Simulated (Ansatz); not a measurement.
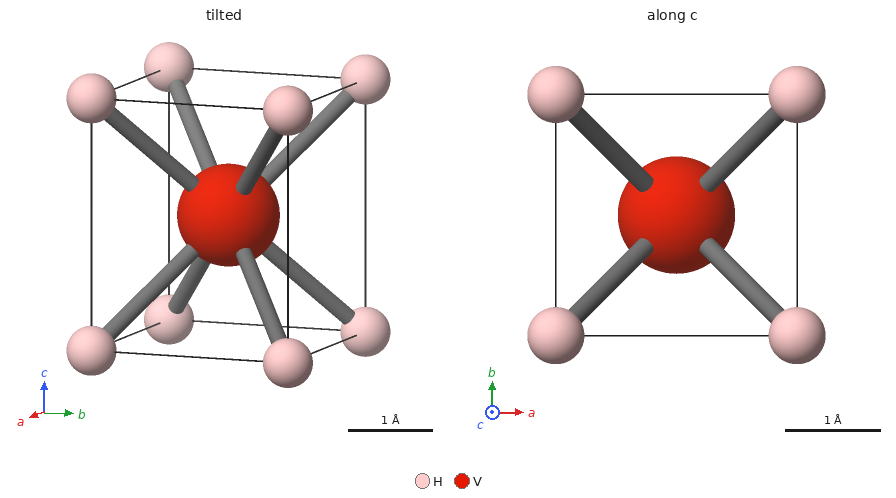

Ball-and-stick drawing of the structure, looking slightly off an axis and along the c axis. The parallelepiped is the conventional unit cell. Cell: a = 2.54 Å, b = 2.54 Å, c = 3.07 Å, α = 90.00°, β = 90.00°, γ = 90.00°.

What is drawn is a generated cell, made by putting these elements into a known structure type (the compound may or may not exist in this form); it hasn't been relaxed. It went into a calculation with Ansatz.

**What can be read from this drawing?**

Composition: VH. The lattice is primitive tetragonal and the space group P4/mmm (No. 123). In terms of structure types, this is CuAu (L1₀) type. With Z = 1, the cell contains 1 V, 1 H. Each H atom is coordinated by eight V in a distorted cubic arrangement at about 2.4 Å. V sits among eight H and four V in a distorted cuboctahedral arrangement (about 2.4 Å to H, 2.5 Å to V). Not all metal-metal contacts are counted. The bonds build a three-dimensional framework.

Method used: DFT, PAW plane waves, r2SCAN (Ansatz 0.2.0). It ran with a 500 eV plane-wave basis, k-points about 0.29 Å⁻¹ apart, Fermi-Dirac smearing of 0.1 eV, collinear spins.

**Which atoms carry magnetic moments in this run, and how do they order?**

The state reached is antiferromagnetic. Sizes: V 1.9 μB; net moment 0.0 μB in the run's cell of 4 atoms.

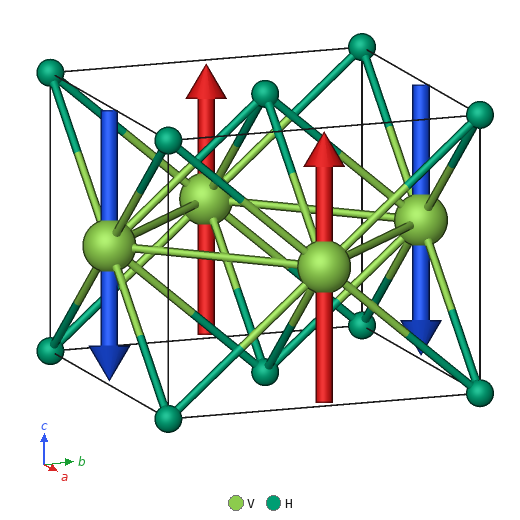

Site moments above 0.25 μB as arrows, small induced ones on non-metal atoms left out (red along the largest or up, blue against, purple across). The run's cell of 4 atoms is drawn, so axes and origin can differ from the first picture.

**What does the calculation say: metal or gapped?**

A metal: bands cross the Fermi level.

**What net charge does each kind of atom have (Bader)?**

V +0.58 e; H -0.58 e.

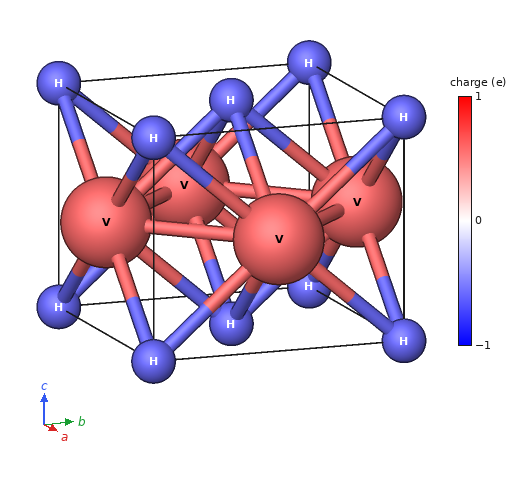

The atoms coloured by those charges. The run's cell of 4 atoms is drawn, so axes and origin can differ from the first picture.

**Is the structure in equilibrium?**

No. All forces vanish to within 0.01 eV/Å. The pressure is -11.0 GPa, so the cell would contract. The stress isn't hydrostatic: its largest component is 18.7 GPa.
